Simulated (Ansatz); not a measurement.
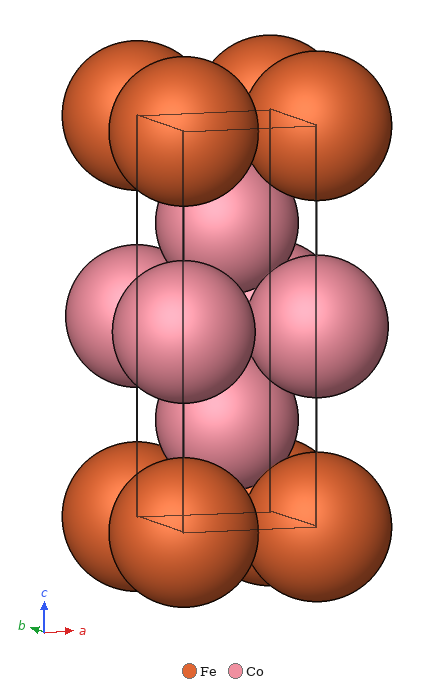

The image is a space-filling drawing of a crystal, viewed slightly off an axis. The conventional unit cell is drawn as a box.

The structure is one of FeCo$_{3}$. The atoms follow space group P4/mmm (No. 123); the Bravais lattice is primitive tetragonal. With Z = 1, the cell contains 1 Fe, 3 Co. Around each Fe lie eight Co and four Fe in a cuboctahedral arrangement. Co takes two kinds of site: 2h with eight Co and four Fe in a cuboctahedral arrangement; 1b with twelve Co in a cuboctahedral arrangement.

Provenance: a structure listed in the Materials Project. Earlier steps of the study, as a rule a relaxation of our own, may have changed the cell and positions, so they can lie some per cent off the listed ones. It went into a calculation with Ansatz.

At this level of theory the run's own cell isn't at rest (compressed, at 7 GPa), so its distances can differ from those at equilibrium, the more so the softer the solid.
